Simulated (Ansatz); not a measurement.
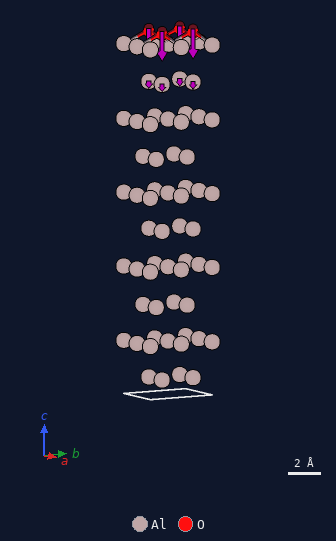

A constrained relaxation of a slab of composition Al10O (cut from the P6_3/mmc phase). The starting structure is drawn faded, the final one solid; purple arrows show the displacements, magnified 10 times.

The picture is a ball-and-stick view of the 2 × 2 repeat of the cell, outlined in the plane, without the vacuum, seen from a free direction.

Case: O put at a hollow Al-Al-Al site. The slab is the (0 0 1) face of Al with O on it. 5 atoms are held fixed.

Method: DFT PBEsol, scalar-relativistic, plane waves, PAW in Ansatz.

The input:
```yaml
crystal:
  lattice:
    - [2.8362844919, 0.0, 0.0]
    - [-1.4181422459, 2.4562944223, 0.0]
    - [0.0, 0.0, 39.9748362738]
  atoms:
    - { symbol: Al, position: [0.3333333333, 0.6666666667, 0.2126337664] }
    - { symbol: Al, position: [0.0, 0.0, 0.2709338767] }
    - { symbol: Al, position: [0.6666666667, 0.3333333333, 0.329233987] }
    - { symbol: Al, position: [0.0, 0.0, 0.3875340974] }
    - { symbol: Al, position: [0.3333333333, 0.6666666667, 0.4458342076] }
    - { symbol: Al, position: [0.0, 0.0, 0.5035201778] }
    - { symbol: Al, position: [0.6666666667, 0.3333333333, 0.5614996803] }
    - { symbol: Al, position: [0.0, 0.0, 0.6197912003] }
    - { symbol: Al, position: [0.3333333333, 0.6666666667, 0.6776229419] }
    - { symbol: Al, position: [0.0, 0.0, 0.7366719068] }
    - { symbol: O, position: [0.3333333333, 0.6666666667, 0.759686385] }
basis:
  ecutwfc: 420
kpoints:
  mp_grid: { grid: [12, 12, 1] }
hamiltonian:
  xc: pbesol
scf:
  occupations: { method: gaussian, width: 0.1 }
output:
  forces: true
  eigenvalues: true
  write_density: true
  write_potential: true
  elf: true
  volumetric_format: npy
relax:
  adjacent_minimum: "off"
  f_tol: 0.03
  max_steps: 70
  constraints: [{ sites: [0, 1, 2, 3, 4] }]
efield:
  axis: 3
  dipole_correction: true
  ramp_width: 0.04
```

Command:
```bash
ansatz run input.yaml --threads 1 --pin off --max-ram 2560MiB --backend cpu --events-out ev --progress --plain --runs-dir out
```

**Describe the change and its energy.**

Over 3 geometry steps the energy falls by 0.254 eV per cell of the calculation. Largest force component: 2.8 eV/Å at the start, 0.0093 eV/Å at the end. The atom that moves furthest is O11 (0.19 Å along the normal (−c)). By element the largest moves are O 0.19 Å, Al 0.05 Å. The cell stays as it was. Some distances before and after: Al10–O11 1.878 → 1.798 Å. Among the angles between lasting bonds that change: O11–Al10–O11 98.1° → 104.2°, Al10–O11–Al10 98.1° → 104.2°.

Limits of the set-up: the periodic images lie only 2.8 Å apart, so the values are limited by the cell's size.
